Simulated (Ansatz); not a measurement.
CoSi (slab)

Input file:

```
crystal:
  lattice:
    - [4.4308490675, 0.0, 0.0]
    - [0.0, 4.4308490675, 0.0]
    - [0.0, 0.0, 24.7920088446]
  atoms:
    - { symbol: Co, position: [0.8549810878, 0.8549810878, 0.302516833] }
    - { symbol: Si, position: [0.6568402896, 0.3431597104, 0.3046295597] }
    - { symbol: Si, position: [0.3431597104, 0.8431597104, 0.3379287263] }
    - { symbol: Co, position: [0.1450189122, 0.3549810878, 0.340041453] }
    - { symbol: Co, position: [0.6450189122, 0.1450189122, 0.3918772615] }
    - { symbol: Si, position: [0.8431597104, 0.6568402896, 0.3939899882] }
    - { symbol: Si, position: [0.1568402896, 0.1568402896, 0.4272891548] }
    - { symbol: Co, position: [0.3549810878, 0.6450189122, 0.4294018815] }
    - { symbol: Co, position: [0.8549810878, 0.8549810878, 0.48123769] }
    - { symbol: Si, position: [0.6568402896, 0.3431597104, 0.4833504167] }
    - { symbol: Si, position: [0.3431597104, 0.8431597104, 0.5166495833] }
    - { symbol: Co, position: [0.1450189122, 0.3549810878, 0.51876231] }
    - { symbol: Co, position: [0.6450189122, 0.1450189122, 0.5705981185] }
    - { symbol: Si, position: [0.8431597104, 0.6568402896, 0.5727108452] }
    - { symbol: Si, position: [0.1568402896, 0.1568402896, 0.6060100118] }
    - { symbol: Co, position: [0.3549810878, 0.6450189122, 0.6081227385] }
    - { symbol: Co, position: [0.8549810878, 0.8549810878, 0.659958547] }
    - { symbol: Si, position: [0.6568402896, 0.3431597104, 0.6620712737] }
    - { symbol: Si, position: [0.3431597104, 0.8431597104, 0.6953704403] }
    - { symbol: Co, position: [0.1450189122, 0.3549810878, 0.697483167] }
basis:
  ecutwfc: 420
kpoints:
  mp_grid: { grid: [8, 8, 1] }
hamiltonian:
  xc: pbe
scf:
  occupations: { method: gaussian, width: 0.1 }
output:
  forces: true
  stress: true
  eigenvalues: true
  write_density: true
  write_potential: true
  elf: true
  volumetric_format: npy
efield:
  axis: 3
  dipole_correction: true
```

Command:

```sh
ansatz run input.yaml --threads 2 --pin off --max-ram 5120MiB --backend cpu --events-out ev --progress --plain --runs-dir out
```

Not relaxed (largest force 1.3 eV/Å); computed without spin polarisation.

Method: DFT PBE, scalar-relativistic, plane waves, PAW (Ansatz).

> What can the converged valence pseudo-density and electron localisation function tell about the bonding?

Co–Si (2.34 Å): ρ is about 0.46 e/Å³ halfway; the ELF peaks at about 0.65 in the valence shell of Si, 0.9 Å from its nucleus, and is about 0.45 at the midpoint.
Co–Si (2.43 Å): the density is about 0.41 e/Å³ at the midpoint; the ELF peaks at about 0.70 in the valence shell of Si, 0.9 Å from its nucleus, and is about 0.50 at the midpoint.

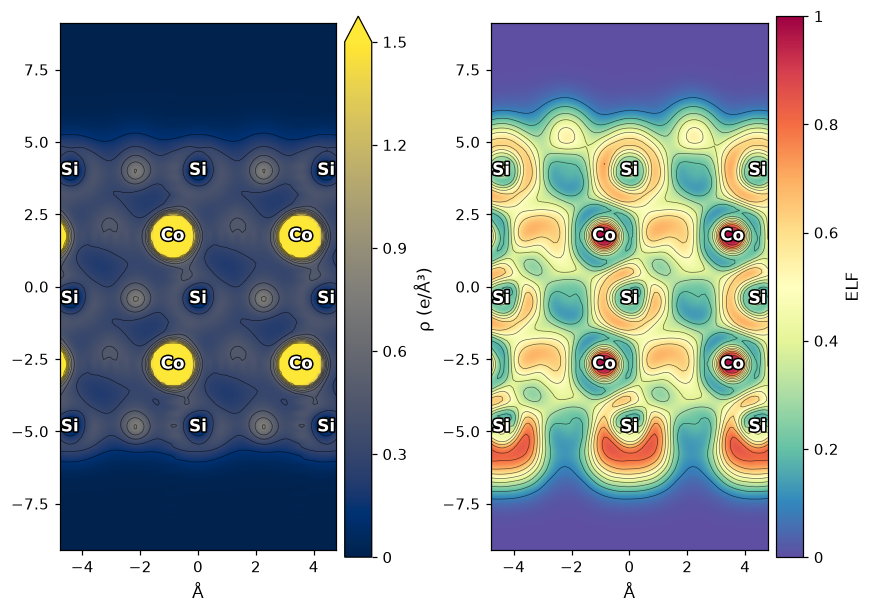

Computed valence pseudo-density and electron localisation function on the (100) plane of the calculation cell, a cut from vacuum to vacuum, in this order. Atoms just off the plane (Co, 0.9 Å away and Si, 0.8 Å away) can leave unmarked features too.

The density is the valence pseudo-density of a PAW calculation; it isn't the true density close to the nuclei.
